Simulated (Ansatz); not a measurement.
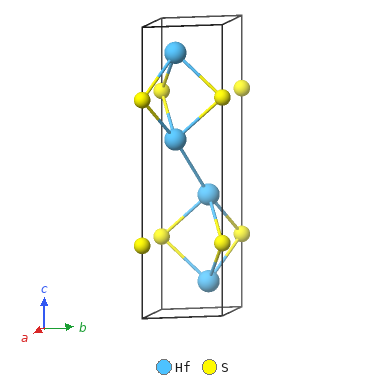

System: Hf₂S, space group P6_3/mmc (No. 194). The picture shows the conventional cell.

Input file:
```
crystal:
  lattice:
    - [3.312824011, 0.0, 0.0]
    - [-1.6564120055, 2.8689897518, 0.0]
    - [0.0, 0.0, 11.6063226704]
  atoms:
    - { symbol: Hf, position: [0.6666666667, 0.3333333333, 0.898830387] }
    - { symbol: Hf, position: [0.3333333333, 0.6666666667, 0.398830387] }
    - { symbol: Hf, position: [0.6666666667, 0.3333333333, 0.601169613] }
    - { symbol: Hf, position: [0.3333333333, 0.6666666667, 0.101169613] }
    - { symbol: S, position: [0.0, 0.0, 0.75] }
    - { symbol: S, position: [0.0, 0.0, 0.25] }
basis:
  ecutwfc: 420
kpoints:
  mp_grid: { grid: [12, 12, 4] }
hamiltonian:
  xc: lda
scf:
  occupations: { method: fermi_dirac, width: 0.15 }
output:
  eigenvalues: true
phonons:
  method: dfpt
  eigenvectors: true
```

Launched with:
```bash
ansatz run input.yaml --threads 2 --pin off --max-ram 6144MiB --backend cpu --events-out ev --progress --plain --runs-dir out
```

Computed with Ansatz 0.2.0: harmonic phonon frequencies at the zone centre with atoms at rest in the given cell, without the long-range term of polar modes, the three translations left out, imaginary frequencies are negative; plane waves with PAW datasets, Γ-centred k mesh. Level: LDA, no spin polarisation.

```tsv
setting	value
wave cutoff	420 eV
k mesh	12×12×4
occupations	Fermi–Dirac
smearing width	0.15 eV
pressure	0 GPa
phonon method	linear response
```

Describe the result: the zone-centre optical phonon frequencies (the three acoustic modes are left out).

No frequency is imaginary, so the structure is stable to these displacements (zone-boundary modes weren't tested here). The highest mode lies at 330.4 cm⁻¹. The optical modes lie at 73.3 (×2), 84.4 (×2), 111.6 (×2), 118.1, 134.3, 152.8, 270.9 (×2), 277.6 (×2), 329.5, 330.4 cm⁻¹.

```
frequency (cm⁻¹)
            73.3
            73.3
            84.4
            84.4
           111.6
           111.6
           118.1
           134.3
           152.8
           270.9
           270.9
           277.6
           277.6
           329.5
           330.4
```

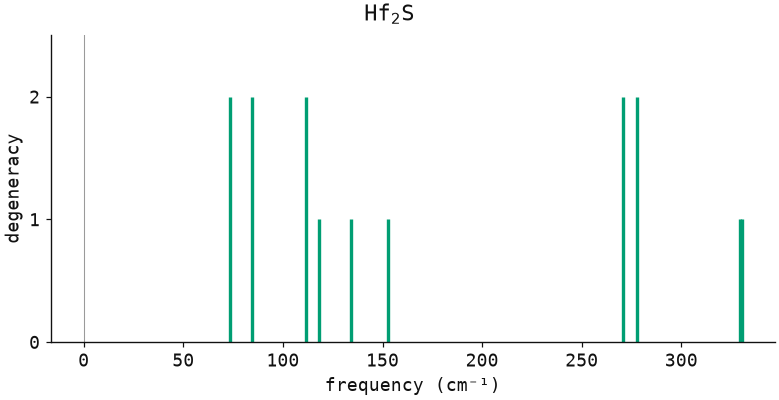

Caveats: metal sensitive to the k mesh.
